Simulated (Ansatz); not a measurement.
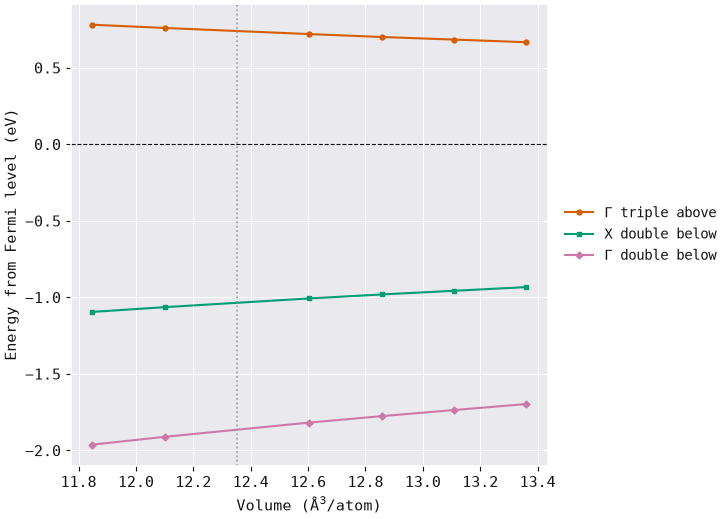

Levels at named k points against volume, from the Fermi level of each run. Each is named by its point, its degeneracy (spin aside) and its side of the Fermi level at the middle volume, where it is the nearest level on that side. One run is left out (dotted line).

System: zincblende CuO, space group F-43m, 2 atoms in the primitive cell. The cell is scaled at fixed shape and fractional positions; at the middle volume, cubic a = 4.655 Å. Ansatz 0.2.0; PBE, Ansatz PAW, no spin polarisation, no spin-orbit coupling, 10×10×10 k mesh, 420 eV cutoff, Fermi-Dirac smearing of 0.05 eV.

| volume | Γ triple above (eV) | X double below (eV) | Γ double below (eV) |
| --- | --- | --- | --- |
| 11.85 Å³/atom | 0.78 | −1.10 | −1.96 |
| 12.10 Å³/atom | 0.76 | −1.06 | −1.91 |
| 12.60 Å³/atom | 0.72 | −1.01 | −1.82 |
| 12.86 Å³/atom | 0.70 | −0.98 | −1.78 |
| 13.11 Å³/atom | 0.68 | −0.96 | −1.74 |
| 13.36 Å³/atom | 0.67 | −0.93 | −1.70 |

**Estimate the levels at 12.35 Å³/atom.**

Fits against the logarithm of the volume give +0.74 eV for Γ triple above, −1.04 eV for X double below and −1.87 eV for Γ double below. The run gives +0.74, −1.04 and −1.86 eV; the largest miss is under 0.01 eV.

An odd number of electrons without spin polarisation forces a metal; a magnetic or distorted state may lie lower. The run has no spin polarisation, though such a crystal can be magnetic. Semilocal functionals often make such compounds metallic where correlation or magnetic order opens a gap, which also shifts bond lengths. The usual form of CuO is monoclinic. The cell was built from a pattern and not relaxed, so its bond lengths can be off. The Fermi level is that of this mesh and smearing. The pressure runs from −3 to −14 GPa along the series.
